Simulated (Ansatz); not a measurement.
# Sc3Al: single-point calculation

Sc3Al (P4mm, 4 atoms in the cell), computed with DFT r2SCAN, scalar-relativistic, plane waves, PAW, no spin polarisation (Ansatz 0.2.0).

The structure derives from a Materials Project entry. It belongs to a series of runs on one base structure; here: atom 4 (Al) moved -0.600 A along Cartesian [0 0 1]. Figures and captions count atoms from 1; the log counts them from 0 in places.

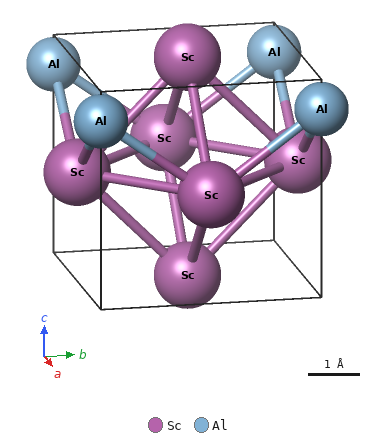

Figure 1. The structure (ball-and-stick view of the cell of the calculation, seen slightly off an axis). An atom can appear more than once, as a periodic image.

### Summary

```csv
quantity,value
outcome,converged
space group (tolerance 0.01 Å),P4mm (99)
electrons treated,36
free energy,−6962.3957 eV
Fermi energy,9.500 eV
gap on the k-point mesh,none (metallic)
pressure,4.28 GPa
largest force (length of the vector),2.939 eV/Å
hardware,"1 thread of Intel Xeon @ 2.50GHz (Skylake/Cascade Lake), 189 GiB of memory available, shared host"
wall time,2.2 min
peak memory,0.78 GiB
```

### Input
```yaml
crystal:
  lattice:
    - [4.4269043408, 0.0, 0.0]
    - [0.0, 4.4269043408, 0.0]
    - [0.0, 0.0, 4.4269043408]
  atoms:
    - { symbol: Sc, position: [0.5, 0.0, 0.5] }
    - { symbol: Sc, position: [0.0, 0.5, 0.5] }
    - { symbol: Sc, position: [0.5, 0.5, 0.0] }
    - { symbol: Al, position: [0.0, 0.0, -0.1355348916] }
basis:
  ecutwfc: 500
kpoints:
  mp_grid: { grid: [12, 12, 12] }
hamiltonian:
  xc: r2scan
scf:
  occupations: { method: gaussian, width: 0.15 }
output:
  forces: true
  stress: true
  eigenvalues: true
```

Launched with:
```bash
ansatz run input.yaml --threads 1 --pin off --max-ram 2560MiB --backend cpu --events-out ev --progress --plain --runs-dir out
```

### Output
```
Engine: ansatz 0.2.0, x86_64-unknown-linux-gnu
Pseudopotentials: kind: paw
Pseudopotential: Sc, paw, valence charge 11, recommended cutoff 500 eV (meta_gga), Sc.paw.azcp
Pseudopotential: Al, paw, valence charge 3, recommended cutoff 500 eV (meta_gga), Al.paw.azcp
Functional definition: r2SCAN
  parameter k0 = 0.174
  parameter k1 = 0.065
  parameter a1 = 4.9479
  exchange = r2scan_x(k0 = k0, k1 = k1, a1 = a1)
  correlation = r2scan_c
Crystal: 4 atoms, lattice volume = 86.756 Å³
Basis set: ecut = 500 eV, 2205 PW (Γ), exchange–correlation on 144×144×144 points (64 copies of the dense FFT grid, shifted against one another)
Bands: 22, of which v1, the nominal top of the filled ones, is band 18 counted from 1 (17 counted from 0)
Symmetry: 8 space group operations
Space group: P4mm (ITA 99), of the structure as read, at distance tolerance 4.4e-5 Å
k-points: 196 of 1728 (time reversal used)
Non-local potential: Sc, projectors of the file, l = 0: 3, l = 1: 2, l = 2: 3, l = 3: 1
Non-local potential: Al, projectors of the file, l = 0: 2, l = 1: 2, l = 2: 1
PAW form: soft (Blöchl's): semilocal exchange-correlation on the pseudo side does not see the compensation charge
PAW frozen core: Sc, regenerated for the run's functional (the file was generated under x = pbe(κ = 0.804, μ = 0.2195149727645171), c = pbe(β = 0.06672455060314922))
PAW frozen core: Al, regenerated for the run's functional (the file was generated under x = pbe(κ = 0.804, μ = 0.2195149727645171), c = pbe(β = 0.06672455060314922))
PAW one-centre angular grid: Sc, 590 points (default); XC on 160 Gauss nodes
PAW one-centre angular grid: Al, 302 points (default); XC on 160 Gauss nodes
Initial density: superposition of atomic densities (neutral atoms: chi_scale 0, normalization atom), corrected by the library's trained network
Initial wavefunctions: pseudopotential atomic-orbital guess
Functional: x = r2scan, c = r2scan; τ floored in thin density (d = 2e-4 eV/Å³)
SCF iter   1: F=—  HF=-6962.329110 eV  |F-HF|=—  |Δ(HF+E_count)|=         —  Δρ=1.05e-2  dr2=1.37e-1  dr2_τ=1.83e-2  ethr=1.77e-3  ⟨swp⟩=4.7  Hψ=18269  notcnv=0
preconditioner: auto → Kerker (q_TF=auto, 2.356 Å⁻¹)  [metal: Δε(μ)=0.002 eV  Ē_g=3.089 eV  σ=0.150 eV  W_gap=0.01  n_scr=18 (ndim 8)  ℏωp=13.8 eV  f_vac=0.000  D(μ)=5.72/eV (n_scr^D=56)]
SCF iter   2: F=—  HF=-6962.400765 eV  |F-HF|=—  |Δ(HF+E_count)|=   7.17e-2  Δρ=4.36e-3  dr2=3.19e-2  dr2_τ=7.49e-4  ethr=3.80e-4  ⟨swp⟩=3.0  Hψ=10032  notcnv=0
SCF iter   3: F=—  HF=-6962.395809 eV  |F-HF|=—  |Δ(HF+E_count)|=   4.96e-3  Δρ=1.39e-3  dr2=3.52e-3  dr2_τ=1.43e-4  ethr=8.85e-5  ⟨swp⟩=2.0  Hψ=5424  notcnv=0
SCF iter   4: F=—  HF=-6962.395784 eV  |F-HF|=—  |Δ(HF+E_count)|=   2.50e-5  Δρ=8.03e-4  dr2=1.05e-3  dr2_τ=6.16e-5  ethr=9.77e-6  ⟨swp⟩=2.0  Hψ=5513  notcnv=0
SCF iter   5: F=—  HF=-6962.395676 eV  |F-HF|=—  |Δ(HF+E_count)|=   1.08e-4  Δρ=2.20e-4  dr2=7.89e-5  dr2_τ=3.05e-6  ethr=2.93e-6  ⟨swp⟩=2.0  Hψ=5340  notcnv=0
SCF iter   6: F=—  HF=-6962.395678 eV  |F-HF|=—  |Δ(HF+E_count)|=   1.98e-6  Δρ=5.73e-5  dr2=3.54e-6  dr2_τ=1.32e-7  ethr=2.19e-7  ⟨swp⟩=2.0  Hψ=5526  notcnv=0
SCF iter   7: F=—  HF=-6962.395679 eV  |F-HF|=—  |Δ(HF+E_count)|=   1.17e-6  Δρ=1.78e-5  dr2=3.95e-7  dr2_τ=5.11e-9  ethr=9.82e-9  ⟨swp⟩=2.0  Hψ=5489  notcnv=0
SCF iter   8: F=-6962.395680 eV  HF=-6962.395680 eV  |F-HF|=7.78e-10  |Δ(HF+E_count)|=   1.24e-7  Δρ=3.95e-6  dr2=1.23e-8  dr2_τ=9.03e-10  ethr=2.78e-10  ⟨swp⟩=4.5  Hψ=14864  notcnv=0
SCF 1 converged in 8 iterations: F = -6962.395680 eV  dr2 = 1.23e-8
  greatest PAW one-centre occupation: 0.998 electrons in one spin orbital (limit 2), on the Sc atom at site 2 (counted from 0), in its partial waves of l = 0
```

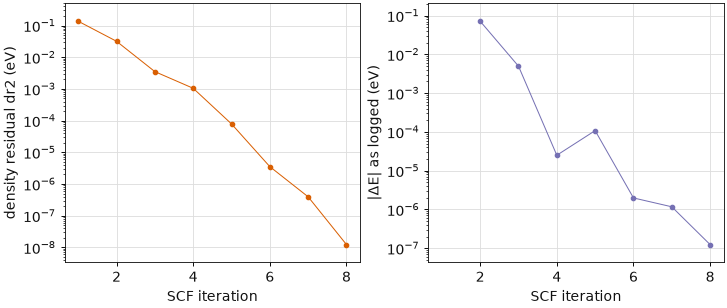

Figure 2. Convergence of the self-consistent field: density residual dr2 and size of the energy change against the SCF iteration. The residual falls at every step.

```
SCF converged after 8 iterations
Free energy (F): -6962.395680 eV
Harris-Foulkes:  -6962.395680 eV  (|F-HF|=7.78e-10)
Internal energy: -6962.326200 eV  (E = F + TS)
E sigma→0 (E₀):  -6962.360940 eV
Entropy (-TS):   -0.069480 eV (-17.370 meV/atom)
Fermi energy:    9.499585 eV
--- Per-component energies (eV) ---
  E_band       = -518.874171
  E_kinetic    = 808.306371
  E_local      = -2699.227764  (includes V_loc(G=0)·N_el)
  E_nonlocal   = 258.118879
  E_hartree    = 955.580864
  E_xc         = -337.872826
  E_vxc        = -456.675277  (∫ρ·V_xc dr)
  E_paw        = -3366.443541  (= ΣΔE_a)
  E_vpaw       = -369.688874  (= ΣTr[D̂ρ^β])
  E_aug_tail   = 0.000014  (compensation charges beyond the density's cutoff)
  E_vtau       = 29.132647  (kinetic-family band-sum trace: ∫τ·v_τ [+ j·A + Jᵃ·Aᵃ] dr)
  E_ewald      = -2580.012612
  E_core_change = -0.775584  (= ΣΔE_core)
  E_smearing   = -0.069480  (= −TS)
  E_closure    = -0.000000  (closes the sum)
  Σ components = -6962.395680   (vs F -6962.395680, Δ=0.00e0)
--- Forces (eV/Å), atoms counted from 1 ---
  atom   1  Sc     0.00000000     0.00000000    -0.94336683
  atom   2  Sc     0.00000000     0.00000000    -0.94336683
  atom   3  Sc    -0.00000000     0.00000000    -1.05210308
  atom   4  Al     0.00000000     0.00000000     2.93880734
  max |Σ_I F_I| component: 2.94e-5 eV/Å
--- Stress (GPa, compression-positive) ---
        4.375753       0.000000      -0.000000
        0.000000       4.375753       0.000000
        0.000000       0.000000       4.101375
  P = ⅓ Tr σ = 4.2843 GPa (42.843 kbar)
--- Band table (eV; the first three rows and the last of 196) ---
  k-point 0: bands = ["-42.1594", "-41.9304", "-41.8715", "-19.9434", "-19.9052", "-19.9052", "-19.6424", "-19.6424", "-19.5653", "-19.5103", "-19.4224", "-19.4224", "2.2226", "6.8522", "7.8941", "8.5756", "8.8150", "8.8150", "9.0967", "10.2816", "10.2816", "10.7463"]
  k-point 1: bands = ["-42.1587", "-41.9311", "-41.8715", "-19.9379", "-19.9007", "-19.9007", "-19.6457", "-19.6457", "-19.5659", "-19.5174", "-19.4236", "-19.4236", "2.2805", "6.8753", "7.7756", "8.6339", "8.7954", "8.7954", "9.1235", "10.2729", "10.2729", "10.7448"]
  k-point 2: bands = ["-42.1569", "-41.9330", "-41.8715", "-19.9221", "-19.8879", "-19.8879", "-19.6558", "-19.6558", "-19.5675", "-19.5381", "-19.4268", "-19.4268", "2.4509", "6.8664", "7.5274", "8.7410", "8.7410", "8.8033", "9.2010", "10.2650", "10.2650", "10.7742"]
  k-point 195: bands = ["-42.1481", "-41.9054", "-41.9054", "-20.0495", "-19.9135", "-19.9135", "-19.7769", "-19.5413", "-19.5090", "-19.5090", "-19.4104", "-19.4048", "4.6241", "7.5261", "7.5261", "8.0213", "8.0994", "8.7237", "8.7237", "9.6866", "11.0486", "11.0486"]
```

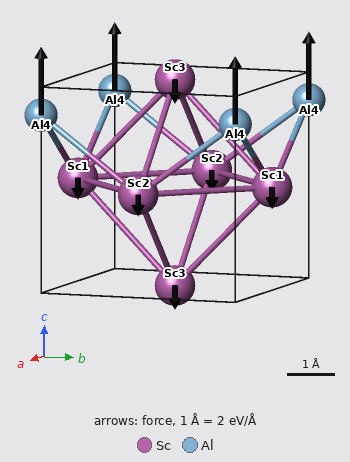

Figure 3. Forces on the atoms as black arrows (ball-and-stick view of the cell of the calculation, seen slightly off an axis; atoms are numbered from 1 in the order of the input). The largest act on Al4 (2.94 eV/Å); Sc3 (1.05 eV/Å); Sc1, Sc2 (0.94 eV/Å). The geometry is not a stationary point of this energy.

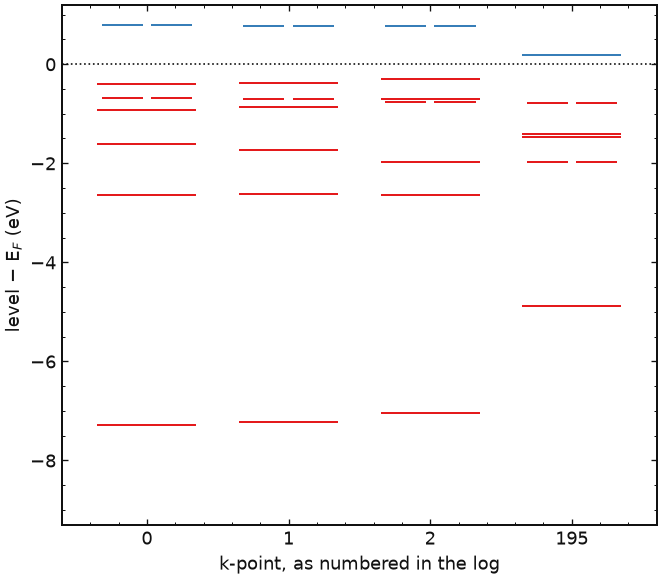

Figure 4. Kohn–Sham levels near the Fermi level (dotted) at the few k-points that the log prints; levels within 0.02 eV of each other stand side by side. The system is metallic on the full mesh.
